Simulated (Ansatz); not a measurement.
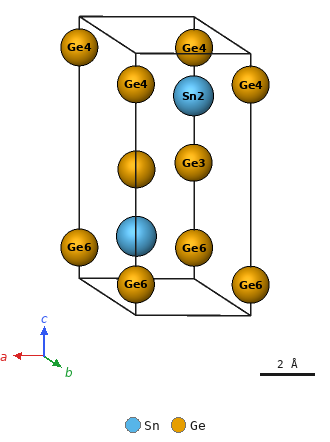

The input geometry (spheres-only view of the cell of the calculation, seen at an oblique angle; atoms are numbered from 1 in the order of the input). An atom can appear more than once, as a periodic image.

## Band-structure calculation of SnGe$_{2}$

- system: SnGe$_{2}$ (6 atoms in the cell)
- method: DFT PBE, scalar-relativistic, plane waves, PAW, no spin polarisation (Ansatz 0.2.0)

The structure was made by a generator, so it may or may not be a known phase. Figures and captions count atoms from 1; the log counts them from 0 in places.

## Input
```yaml
crystal:
  lattice:
    - [4.2927116019, 0.0, 0.0]
    - [-2.1463558009, 3.7175972984, 0.0]
    - [0.0, 0.0, 10.5483878]
  atoms:
    - { symbol: Sn, position: [0.6666666667, 0.3333333333, 0.208051] }
    - { symbol: Sn, position: [0.3333333333, 0.6666666667, 0.791949] }
    - { symbol: Ge, position: [0.3333333333, 0.6666666667, 0.536403] }
    - { symbol: Ge, position: [0.0, 0.0, 0.882099] }
    - { symbol: Ge, position: [0.6666666667, 0.3333333333, 0.463597] }
    - { symbol: Ge, position: [0.0, 0.0, 0.117901] }
basis:
  ecutwfc: 420
kpoints:
  mp_grid: { grid: [12, 12, 4] }
  band_path:
    path:
      - [[0.0, 0.0, 0.0], [0.5, 0.0, 0.0], [0.33333333, 0.33333333, 0.0], [0.0, 0.0, 0.0], [0.0, 0.0, 0.5], [0.5, 0.0, 0.5], [0.33333333, 0.33333333, 0.5], [0.0, 0.0, 0.5]]
      - [[0.5, 0.0, 0.5], [0.5, 0.0, 0.0]]
      - [[0.33333333, 0.33333333, 0.5], [0.33333333, 0.33333333, 0.0]]
    npoints: 14
hamiltonian:
  xc: pbe
scf:
  occupations: { method: gaussian, width: 0.1 }
  n_extra_bands: 15
output:
  forces: true
  stress: true
  eigenvalues: true
  populations: true
  dos: { projected: true, de: 0.02, nscf_kmesh: { grid: [15, 15, 5] } }
  bader: true
  write_density: true
  write_potential: true
  elf: true
  volumetric_format: npy
```

Command:
```bash
ansatz run input.yaml --threads 4 --pin off --max-ram 8192MiB --backend cpu --events-out ev --progress --plain --runs-dir out
```

## What the program printed
```
scf.n_extra_bands = 15 over 42 filled bands (N_el = 84.0): the run solves 57 bands
Engine: ansatz 0.2.0, x86_64-unknown-linux-gnu
Pseudopotentials: kind: paw
Pseudopotential: Sn, paw, valence charge 14, recommended cutoff 420 eV (normal), Sn.paw.azcp
Pseudopotential: Ge, paw, valence charge 14, recommended cutoff 420 eV (normal), Ge.paw.azcp
Functional definition: PBE
  parameter kappa = 0.804
  parameter beta = 0.06672455060314922
  exchange = pbe_x(kappa = kappa, mu = beta*pi^2/3)
  correlation = pbe_c(beta = beta)
Crystal: 6 atoms, lattice volume = 168.337 Å³
Basis set: ecut = 420 eV, 3245 PW (Γ), exchange–correlation on 60×60×144 points (8 copies of the dense FFT grid, shifted against one another)
Bands: 57, of which v1, the nominal top of the filled ones, is band 42 counted from 1 (41 counted from 0)
Symmetry: 12 space group operations
Space group: P-3m1 (ITA 164), of the structure as read, at distance tolerance 5.5e-5 Å
k-points: 69 of 576
Non-local potential: Sn, projectors of the file, l = 0: 2, l = 1: 2, l = 2: 2, l = 3: 2
Non-local potential: Ge, projectors of the file, l = 0: 2, l = 1: 2, l = 2: 3, l = 3: 1
PAW form: soft (Blöchl's): semilocal exchange-correlation on the pseudo side does not see the compensation charge
PAW one-centre angular grid: Sn, 590 points (default); XC on 64 Gauss nodes
PAW one-centre angular grid: Ge, 590 points (default); XC on 64 Gauss nodes
Initial density: superposition of atomic densities (neutral atoms: chi_scale 0, normalization atom), corrected by the library's trained network
Initial wavefunctions: pseudopotential atomic-orbital guess
Functional: x = pbe(κ = 0.804, μ = 0.2195149727645171), c = pbe(β = 0.06672455060314922)
SCF iter   1: F=—  HF=-29228.070644 eV  |F-HF|=—  |Δ(HF+E_count)|=         —  Δρ=1.62e-3  dr2=1.55e-2  ethr=1.77e-3  ⟨swp⟩=6.5  Hψ=15826  notcnv=0  defer=128
preconditioner: auto → LDOS  [metal: Δε(μ)=0.075 eV  Ē_g=22.807 eV  σ=0.100 eV  W_gap=0.40  n_scr=38 (ndim 8)  ℏωp=26.2 eV  f_vac=0.098  D(μ)=0.57/eV (n_scr^D=2)  β→1.0]
SCF iter   2: F=—  HF=-29228.075787 eV  |F-HF|=—  |Δ(HF+E_count)|=   5.14e-3  Δρ=2.14e-3  dr2=4.62e-2  ethr=1.84e-5  ⟨swp⟩=2.0  Hψ=7329  notcnv=0  defer=563
SCF iter   3: F=—  HF=-29228.066400 eV  |F-HF|=—  |Δ(HF+E_count)|=   9.39e-3  Δρ=4.68e-4  dr2=2.99e-3  ethr=1.84e-5  ⟨swp⟩=2.0  Hψ=5916  notcnv=0  defer=563
SCF iter   4: F=—  HF=-29228.065967 eV  |F-HF|=—  |Δ(HF+E_count)|=   4.33e-4  Δρ=1.04e-4  dr2=4.43e-5  ethr=3.56e-6  ⟨swp⟩=2.0  Hψ=3746  notcnv=0  defer=563
SCF iter   5: F=—  HF=-29228.065858 eV  |F-HF|=—  |Δ(HF+E_count)|=   1.09e-4  Δρ=2.03e-5  dr2=6.37e-7  ethr=5.27e-8  ⟨swp⟩=2.0  Hψ=5303  notcnv=0  defer=298
SCF iter   6: F=-29228.065859 eV  HF=-29228.065859 eV  |F-HF|=1.22e-7  |Δ(HF+E_count)|=   9.21e-7  Δρ=7.91e-6  dr2=9.51e-8  ethr=1.19e-10  ⟨swp⟩=16.0  Hψ=30305  notcnv=0
SCF 1 converged in 6 iterations: F = -29228.065859 eV  dr2 = 9.51e-8
  greatest PAW one-centre occupation: 0.998 electrons in one spin orbital (limit 2), on the Ge atom at site 4 (counted from 0), in its partial waves of l = 2
```

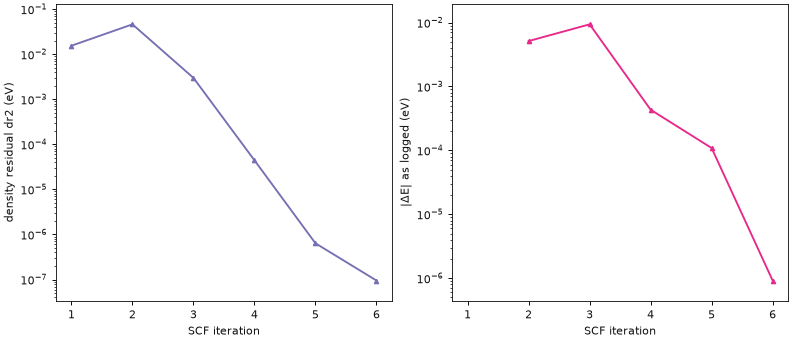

Convergence of the self-consistent field: density residual dr2 and size of the energy change against the SCF iteration. The residual comes down, with one marked jump up, by a factor of about 3, at step 2.

```
NSCF: frozen V_eff on 129 k-points
NSCF: frozen V_eff on 119 k-points
SCF converged after 6 iterations
Free energy (F): -29228.065859 eV
Harris-Foulkes:  -29228.065859 eV  (|F-HF|=1.22e-7)
Internal energy: -29228.062862 eV  (E = F + TS)
E sigma→0 (E₀):  -29228.064361 eV
Entropy (-TS):   -0.002997 eV (-0.499 meV/atom)
Fermi energy:    7.542627 eV
--- Per-component energies (eV) ---
  E_band       = -902.862087
  E_kinetic    = 815.899619
  E_local      = -12553.783880  (includes V_loc(G=0)·N_el)
  E_nonlocal   = 1606.649269
  E_hartree    = 5818.901854
  E_xc         = -1064.075996
  E_vxc        = -446.336454  (∫ρ·V_xc dr)
  E_paw        = -16352.972444  (= ΣΔE_a)
  E_vpaw       = -1963.101471  (= ΣTr[D̂ρ^β])
  E_aug_tail   = 0.001065  (compensation charges beyond the density's cutoff)
  E_ewald      = -7498.682349
  E_smearing   = -0.002997  (= −TS)
  E_closure    = -0.000000  (closes the sum)
  Σ components = -29228.065859   (vs F -29228.065859, Δ=0.00e0)
--- Forces (eV/Å), atoms counted from 1 ---
  atom   1  Sn     0.00000000    -0.00000000    -0.00424872
  atom   2  Sn    -0.00000000     0.00000000     0.00424872
  atom   3  Ge     0.00000000    -0.00000000     0.00586474
  atom   4  Ge     0.00000000    -0.00000000    -0.00881382
  atom   5  Ge    -0.00000000     0.00000000    -0.00586474
  atom   6  Ge    -0.00000000     0.00000000     0.00881382
  max |Σ_I F_I| component: 2.31e-17 eV/Å
--- Stress (GPa, compression-positive) ---
       -0.008971      -0.000000       0.000000
       -0.000000      -0.008971      -0.000000
        0.000000      -0.000000       0.020085
  P = ⅓ Tr σ = 0.0007 GPa (0.007 kbar)
--- Band table (eV; the first three rows and the last of 69) ---
  k-point 0: bands = ["-17.3020", "-17.3020", "-17.2602", "-17.2602", "-17.2392", "-17.2056", "-17.1575", "-17.1575", "-17.1399", "-17.1399", "-17.0697", "-16.9983", "-16.9983", "-16.9676", "-16.9676", "-16.9539", "-16.9539", "-16.9164", "-16.9164", "-16.8653", "-13.9057", "-13.9045", "-13.9006", "-13.9006", "-13.8995", "-13.8995", "-13.8665", "-13.8665", "-13.8659", "-13.8659", "-4.0306", "-3.1888", "-2.6495", "1.7756", "2.0222", "6.1889", "6.3469", "6.3469", "6.6312", "6.6312", "7.5018", "7.7083", "7.7083", "7.7568", "7.9327", "9.8838", "9.8838", "9.9604", "11.0461", "11.0461", "11.1306", "11.1306", "12.6113", "13.8107", "14.2036", "14.4428", "14.8305"]
  k-point 1: bands = ["-17.3020", "-17.3020", "-17.2602", "-17.2602", "-17.2392", "-17.2056", "-17.1575", "-17.1575", "-17.1399", "-17.1399", "-17.0697", "-16.9983", "-16.9983", "-16.9676", "-16.9676", "-16.9539", "-16.9539", "-16.9164", "-16.9164", "-16.8653", "-13.9056", "-13.9047", "-13.9006", "-13.9006", "-13.8995", "-13.8995", "-13.8664", "-13.8664", "-13.8659", "-13.8659", "-3.9607", "-3.4366", "-2.3928", "1.0089", "3.0461", "5.5900", "6.2912", "6.2912", "6.7505", "6.7505", "7.1022", "7.5945", "7.5945", "7.9112", "8.4566", "10.0558", "10.0558", "10.1800", "10.9361", "10.9361", "11.1183", "11.1183", "12.1775", "13.6923", "14.1524", "14.7224", "15.2100"]
  k-point 2: bands = ["-17.3020", "-17.3020", "-17.2602", "-17.2602", "-17.2392", "-17.2056", "-17.1575", "-17.1575", "-17.1399", "-17.1399", "-17.0697", "-16.9983", "-16.9983", "-16.9676", "-16.9676", "-16.9539", "-16.9539", "-16.9164", "-16.9164", "-16.8653", "-13.9052", "-13.9050", "-13.9006", "-13.9006", "-13.8995", "-13.8995", "-13.8664", "-13.8664", "-13.8660", "-13.8660", "-3.7822", "-3.7239", "-2.1943", "0.6451", "4.1134", "4.5648", "6.2535", "6.2535", "6.8752", "6.8752", "7.0180", "7.4618", "7.4618", "7.9447", "8.6875", "10.2943", "10.2943", "10.7535", "10.7535", "10.8108", "11.1058", "11.1058", "11.3264", "14.0035", "14.4779", "14.4860", "15.2466"]
  k-point 68: bands = ["-17.3356", "-17.2824", "-17.2824", "-17.2227", "-17.2124", "-17.2124", "-17.1939", "-17.1561", "-17.1561", "-17.1035", "-17.0702", "-16.9975", "-16.9975", "-16.9668", "-16.9668", "-16.9517", "-16.9517", "-16.9145", "-16.9145", "-16.8659", "-13.9142", "-13.9113", "-13.8893", "-13.8893", "-13.8882", "-13.8882", "-13.8698", "-13.8689", "-13.8677", "-13.8677", "-1.8678", "-1.4130", "-1.4130", "0.1035", "0.5405", "0.5405", "3.8737", "4.1071", "4.1071", "4.9486", "5.1495", "5.1495", "10.0311", "10.0856", "10.0856", "10.7147", "10.9337", "10.9337", "12.3506", "12.3506", "12.9738", "12.9738", "13.4826", "13.4962", "14.6883", "15.0146", "15.0146"]
--- Löwdin populations: 6 sites ---
  site symbol       q [e]
     0     Sn     13.7112
     1     Sn     13.7112
     2     Ge     14.0409
     3     Ge     14.1850
     4     Ge     14.0409
     5     Ge     14.1850
  spilling = 0.001499 (of n_electrons = 84.000000)
--- Bader charges: 6 sites ---
  site symbol  charge [e]  shift [e]
     0     Sn      0.3088     0.0002
     1     Sn      0.3088     0.0002
     2     Ge     -0.0668     0.0000
     3     Ge     -0.2420     0.0002
     4     Ge     -0.0668     0.0000
     5     Ge     -0.2420     0.0002
  estimated error of the sums over rays = 3.3e-4 e
```

## File bader_charges.tsv
```
# site	symbol	x_ang	y_ang	z_ang	partial_charge_e	electrons	volume_ang3	relative_density_drop	shared_charge_e	partial_wave_shift_e
# quadrature_error_electrons = 3.3e-4
0	Sn	2.1464	1.2392	2.1946	0.30883	49.69117	29.91	-	0.30883	0.00020
1	Sn	0.0000	2.4784	8.3538	0.30882	49.69118	29.91	-	0.30882	0.00020
2	Ge	0.0000	2.4784	5.6582	-0.06681	32.06681	27.38	-	-0.06681	0.00001
3	Ge	0.0000	0.0000	9.3047	-0.24202	32.24202	26.88	-	-0.24202	0.00019
4	Ge	2.1464	1.2392	4.8902	-0.06681	32.06681	27.38	-	-0.06681	0.00001
5	Ge	0.0000	0.0000	1.2437	-0.24202	32.24202	26.88	-	-0.24202	0.00019
```

## File populations.tsv
```
# site	symbol	l	j	q
# orbitals = lowdin
# n_electrons = 84.000000
# spilling = 0.001499
0	Sn	0_5S	-	1.352299
0	Sn	1_5P	-	2.370333
0	Sn	2_4D	-	9.988573
1	Sn	0_5S	-	1.352299
1	Sn	1_5P	-	2.370333
1	Sn	2_4D	-	9.988573
2	Ge	0_4S	-	1.447128
2	Ge	1_4P	-	2.596061
2	Ge	2_3D	-	9.997673
3	Ge	0_4S	-	1.402802
3	Ge	1_4P	-	2.785069
3	Ge	2_3D	-	9.997099
4	Ge	0_4S	-	1.447128
4	Ge	1_4P	-	2.596061
4	Ge	2_3D	-	9.997673
5	Ge	0_4S	-	1.402802
5	Ge	1_4P	-	2.785069
5	Ge	2_3D	-	9.997099
```

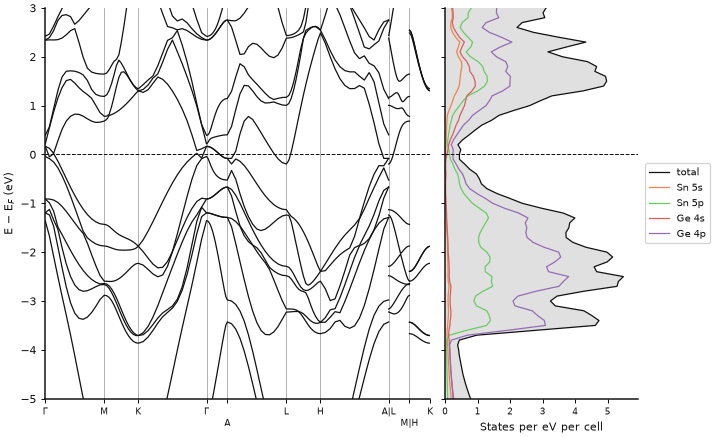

Band structure along Γ–M–K–Γ–A–L–H–A|L–M|H–K and density of states (projected on Löwdin-orthogonalised atomic shells), with energies from the Fermi level. Bands cross the Fermi level: a metal at this level of theory.

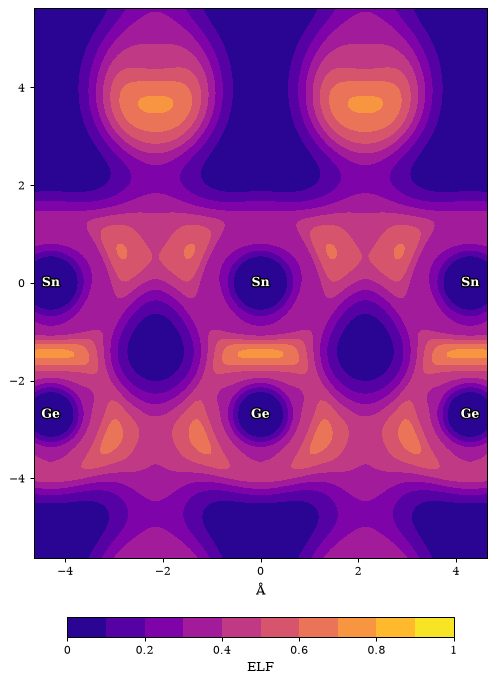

ELF on the (010) plane of the conventional cell. Atoms in the plane: Sn and Ge. Sn–Ge (2.70 Å): the ELF peaks at about 0.75 between the atoms (a shared electron pair). Core electrons are frozen (PAW), so the fields are smoothed inside the atomic spheres.

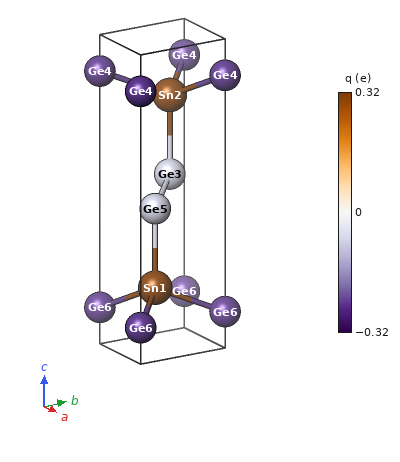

Bader charges, as the colour of each atom (ball-and-stick view of the cell of the calculation, seen slightly off an axis; atoms are numbered from 1 in the order of the input). By element: Sn +0.31 and Ge −0.24 to −0.07 e.

## Key numbers

```csv
quantity,value
outcome,converged
space group (tolerance 0.01 Å),P-3m1 (164)
electrons treated,84
free energy,−29228.0659 eV
Fermi energy,7.543 eV
gap on the k-point mesh,none (metallic)
pressure,0.00 GPa
largest force (length of the vector),0.009 eV/Å
hardware,"4 threads of Intel Xeon @ 2.50GHz (Skylake/Cascade Lake), 176 GiB of memory available, shared host"
wall time,64 s (CPU time 4 min)
peak memory,1.2 GiB
```
